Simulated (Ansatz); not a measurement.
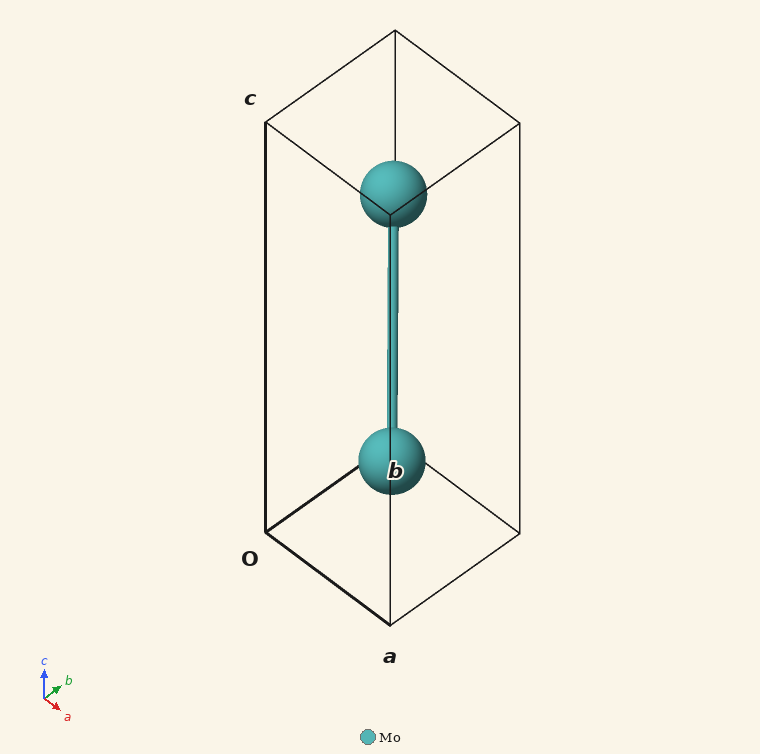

One unit cell is drawn above. Crystal: Mo, the end point of a relaxation at fixed volume with Ansatz, DFT PBE, spin-orbit coupling, plane waves, PAW; the starting structure was generated, so it need not be a known form of this composition. Symmetry computed with spglib at a tolerance of 0.002 Å; standard conventional cell.

```cif
data_structure
_symmetry_space_group_name_H-M 'P 1'
_symmetry_Int_Tables_number 1
_cell_length_a 2.7593
_cell_length_b 2.7593
_cell_length_c 4.9086
_cell_angle_alpha 90.000
_cell_angle_beta 90.000
_cell_angle_gamma 120.000
_cell_volume 32.37
loop_
_atom_site_label
_atom_site_type_symbol
_atom_site_fract_x
_atom_site_fract_y
_atom_site_fract_z
_atom_site_occupancy
Mo1 Mo 0.33333 0.66667 0.75000 1
Mo2 Mo 0.66667 0.33333 0.25000 1
```

Question: What is its point group?

Answer: 6/mmm (D6h), order 24, hexagonal system: one sixfold axis, six twofold axes, seven mirror planes, an inversion centre.

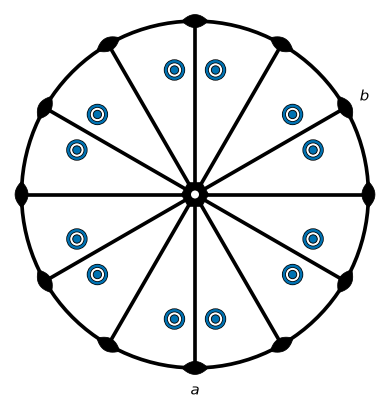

Stereographic projection: filled dots lie in the upper hemisphere, open rings in the lower; heavy lines are mirror planes (a heavy rim: a mirror in the plane of the page); lens, triangle, square and hexagon are 2-, 3-, 4- and 6-fold axes, a lens in an open square is −4, a triangle in an open hexagon −6; thin dashed diameters join the ends of axes that lie in the page; a small open circle marks inversion. The poles are one general form. The c axis points at the viewer.

Question: What does this class allow?

Answer: Class 6/mmm is centrosymmetric, so neither piezoelectric nor pyroelectric; it is not chiral. Its Laue class is 6/mmm.
